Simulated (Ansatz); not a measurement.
# Single-point calculation, with input and output: WS$_{2}$ (part 3 of 3)

Continued. System: WS$_{2}$ (P6₃/mmc, 6 atoms in the cell). Method: DFT PBE+U, scalar-relativistic, plane waves, PAW, Ueff = 4 eV on W atom 1 d; Ueff = 4 eV on W atom 2 d, spin-polarised (Ansatz 0.2.0); cutoff 420 eV, 7×7×2 k-mesh, Gaussian smearing of 0.05 eV, collinear spins. The structure derives from an entry of the Crystallography Open Database. It belongs to a series of runs on one base structure; here: natural orbitals of the symmetric run, filled by rank.

Geometry of the input (Å; fractional positions):
```
3.1800  0.0000  0.0000
-1.5900  2.7540  0.0000
0.0000  0.0000  12.5000
W  0.3333  0.6667  0.2500
W  0.6667  0.3333  0.7500
S  0.3333  0.6667  0.6200
S  0.6667  0.3333  0.1200
S  0.3333  0.6667  0.8800
S  0.6667  0.3333  0.3800
```

Output, continued
```
  k-point 2 ↑: bands = ["-63.4168", "-63.4167", "-27.6415", "-27.6415", "-27.5772", "-27.5771", "-27.5294", "-27.5294", "-3.7224", "-3.4713", "-2.5462", "-2.1377", "4.1670", "5.1839", "7.0861", "7.2547", "7.3025", "8.3112", "8.3686", "8.4040", "8.8960", "8.9712", "9.1608", "9.7729", "9.8343", "10.3826", "12.7770", "13.1393", "13.2355", "13.3676", "13.4686", "13.6935", "14.0767", "14.1863"]
  k-point 31 ↓: bands = ["-63.4050", "-63.4050", "-27.7727", "-27.7727", "-27.6087", "-27.6087", "-27.6014", "-27.6014", "-2.1891", "-2.1891", "-1.6907", "-1.6907", "5.0347", "5.0347", "5.9091", "5.9091", "6.4083", "6.4083", "7.3984", "7.3984", "8.2058", "8.2058", "8.8146", "8.8146", "9.8127", "9.8127", "12.7298", "12.7298", "13.5970", "13.5970", "14.2456", "14.2456", "15.3295", "15.3295"]
Occupation matrices written to [file]
--- Löwdin populations: 6 sites ---
  site symbol       q [e]    m [muB]
     0      W     13.4956     0.0000
     1      W     13.4956    -0.0000
     2      S      6.1387     0.0000
     3      S      6.1387    -0.0000
     4      S      6.1387     0.0000
     5      S      6.1387    -0.0000
  spilling = 0.008732 (of n_electrons = 52.000000)
--- Occupation matrices: 2 shells (run DFT+U table (all-electron-ortho-atomic); ε = 5.06e-4) ---
  W0 d_5D: site group D3h (-6m2)
  W0 d_5D up     Tr n = 2.4425  λ = 0.430 0.430 0.504 0.504 0.574  [2× xz 0.50 E''(1.00) | 2× x2-y2 0.50 E'(1.00) | z2 1.00 A1'(1.00)]
  W0 d_5D dn     Tr n = 2.4425  λ = 0.430 0.430 0.504 0.504 0.574  [2× xz 0.50 E''(1.00) | 2× x2-y2 0.50 E'(1.00) | z2 1.00 A1'(1.00)]
  specified occupation → W0 d_5D up: matrix, ‖Δ‖_F = 0.9714, Tr Δ = -0.4425, displaced = 1.0825, d_λ = 0.9714; orbital distance = 0.7071
  specified occupation → W0 d_5D dn: matrix, ‖Δ‖_F = 1.0546, Tr Δ = -2.3425, displaced = 1.1713, d_λ = 1.0546; orbital distance = 0.0000
  W1 d_5D: site group D3h (-6m2)
  W1 d_5D up     Tr n = 2.4425  λ = 0.430 0.430 0.504 0.504 0.574  [2× xz 0.50 E''(1.00) | 2× x2-y2 0.50 E'(1.00) | z2 1.00 A1'(1.00)]
  W1 d_5D dn     Tr n = 2.4425  λ = 0.430 0.430 0.504 0.504 0.574  [2× xz 0.50 E''(1.00) | 2× x2-y2 0.50 E'(1.00) | z2 1.00 A1'(1.00)]
  specified occupation → W1 d_5D up: matrix, ‖Δ‖_F = 1.0546, Tr Δ = -2.3425, displaced = 1.1713, d_λ = 1.0546; orbital distance = 0.0000
  specified occupation → W1 d_5D dn: matrix, ‖Δ‖_F = 0.9714, Tr Δ = -0.4425, displaced = 1.0825, d_λ = 0.9714; orbital distance = 0.7071
  Tr n, λ and their labels are of the run-group-symmetrised matrices; stabiliser: 48 of 48 elements of G0×{1,Θ} (closed), max defect 8.3e-6 at τ = 1.1e-4
```

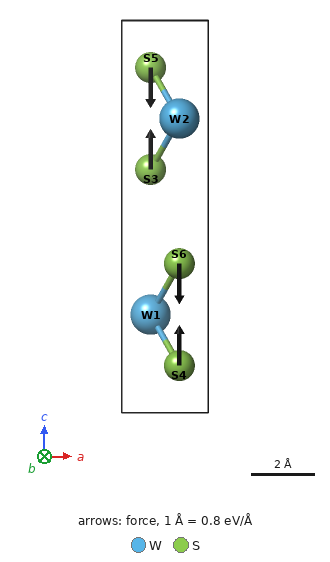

Figure 1. Forces on the atoms as black arrows (ball-and-stick view of the cell of the calculation, along the b axis; atoms are numbered from 1 in the order of the input). The largest act on all 4 S atoms (1.04 eV/Å). The geometry is not a stationary point of this energy.

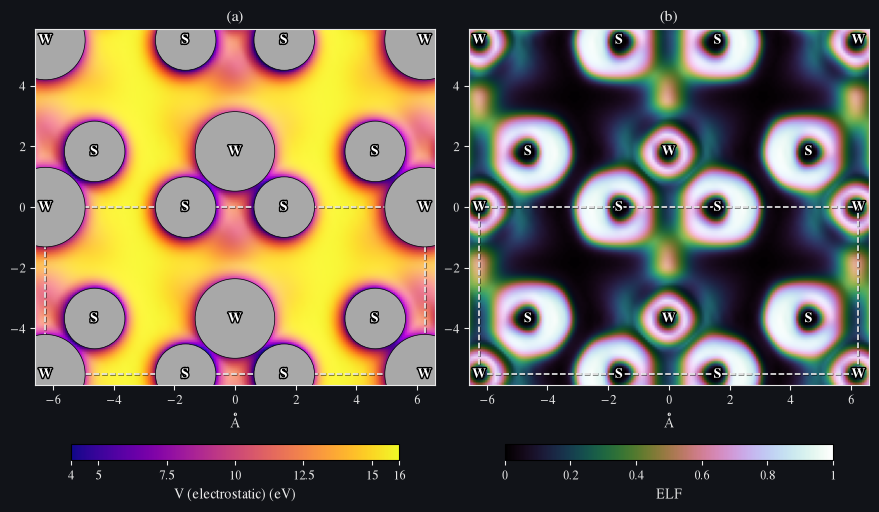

Figure 2. (a) electrostatic potential (local pseudopotential plus Hartree) felt by an electron; (b) ELF on the (110) plane of the conventional cell. Grey discs, where drawn, cover atomic cores. The section cuts through W and S sites. W–S (2.45 Å): the ELF is about 0.50 at the midpoint. The ELF has a maximum of about 0.55 in the space between the atoms. The strong features right at W lie inside the PAW spheres (semicore, d or f shells) and say nothing about bonding. Outside the cores the potential energy rises away from the atoms and is highest about 2.3 Å from the nearest atoms; outside the discs it spans about 12 eV, and its zero is arbitrary. In a PAW calculation such maps are meaningful between the atoms, not at the nuclei.

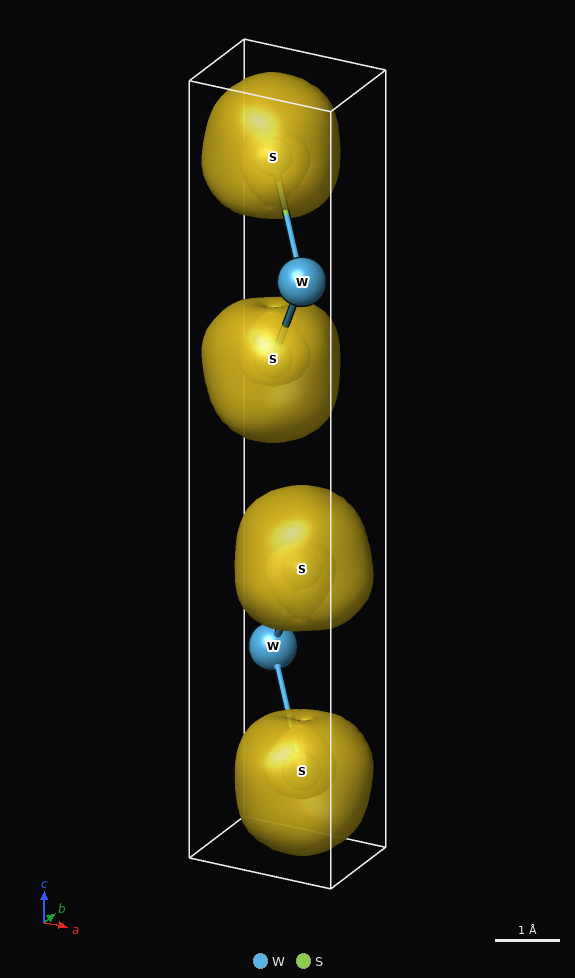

Figure 3. Isosurface of the ELF at 0.7 (yellow), seen slightly off an axis. Core shells and regions of very low density are left out. Sticks mark near contacts. The outline is the cell set on symmetry axes. Along the contacts the grid gives the following. W–S (2.45 Å): the ELF is about 0.50 at the midpoint.
